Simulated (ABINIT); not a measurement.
# Run report: AlCo, geometry relaxation (part 3 of 3)

Continued. System: AlCo (Pm-3m, 2 atoms in the cell). Method: Kohn-Sham DFT of a periodic cell, PBE, JTH PAW PBE v2.0, spin-polarised (ABINIT 10.8.3); cutoff 707.5 eV, 7×7×7 k-mesh, fermi-dirac of 0.05 eV, collinear spins. The structure derives from a Materials Project entry.

Geometry of the input (Å; fractional positions):
```
2.8194  0.0000  0.0000
0.0000  2.8194  0.0000
0.0000  0.0000  2.8194
Co 0.5000  0.5000  0.5000
Al 0.0000  0.0000  0.0000
```

## Trajectory as extended XYZ (Å, eV, eV/Å), 4 frames, from step=0 to step=3
```
2
Lattice="2.8194 0.0000 0.0000 0.0000 2.8194 0.0000 0.0000 0.0000 2.8194" Properties=species:S:1:pos:R:3:forces:R:3 step=0 energy=-4042.42774
Co    1.4097    1.4097    1.4097    0.0000   0.0000   0.0000
Al    0.0000    0.0000    0.0000    0.0000   0.0000   0.0000
2
Lattice="2.8387 0.0000 0.0000 0.0000 2.8387 0.0000 0.0000 0.0000 2.8387" Properties=species:S:1:pos:R:3:forces:R:3 step=1 energy=-4042.44108
Co    1.4194    1.4194    1.4194    0.0000   0.0000   0.0000
Al    0.0000    0.0000    0.0000    0.0000   0.0000   0.0000
2
Lattice="2.8514 0.0000 0.0000 0.0000 2.8514 0.0000 0.0000 0.0000 2.8514" Properties=species:S:1:pos:R:3:forces:R:3 step=2 energy=-4042.44364
Co    1.4257    1.4257    1.4257    0.0000   0.0000   0.0000
Al    0.0000    0.0000    0.0000    0.0000   0.0000   0.0000
2
Lattice="2.8521 0.0000 0.0000 0.0000 2.8521 0.0000 0.0000 0.0000 2.8521" Properties=species:S:1:pos:R:3:forces:R:3 step=3 energy=-4042.44365
Co    1.4260    1.4260    1.4260    0.0000   0.0000   0.0000
Al    0.0000    0.0000    0.0000    0.0000   0.0000   0.0000
```

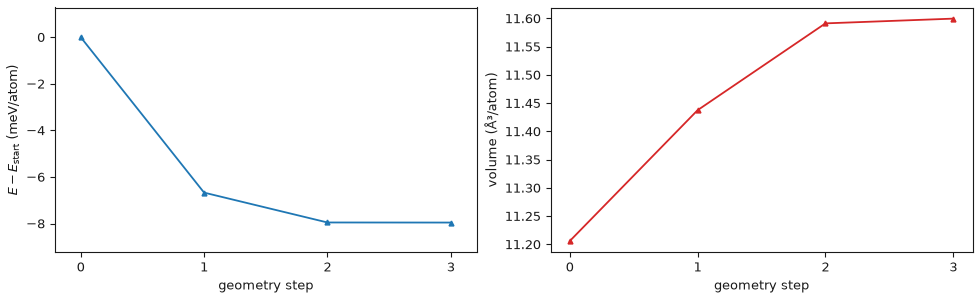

Fig. 1: Progress of the relaxation, step by step (steps are counted from 0).

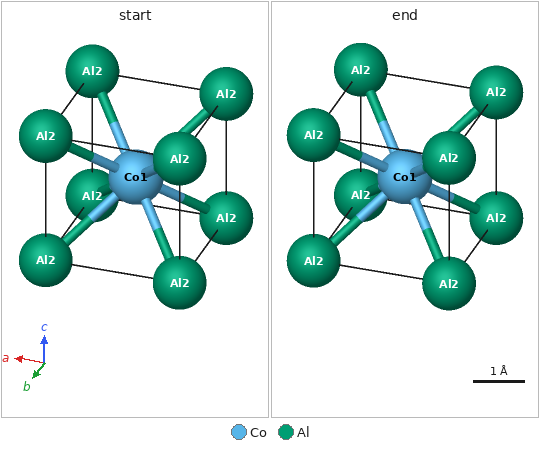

Fig. 2: Before (left) and after (right) the relaxation, at one scale (ball-and-stick view of the cell of the calculation, seen at an oblique angle). The atoms keep their places relative to the cell (all moves are under 0.005 Å). Cell: a = b = c 2.819 → 2.852 Å (+1.2 %). Volume +3.5 %. Distances before and after: Co1–Al2 2.442 → 2.470 Å. The space group stays Pm-3m (No. 221). Over 3 geometry steps the energy falls by 8.0 meV per atom. All forces vanish by symmetry, so only the cell relaxes. (Atoms are counted from 1 in the order of the input.)
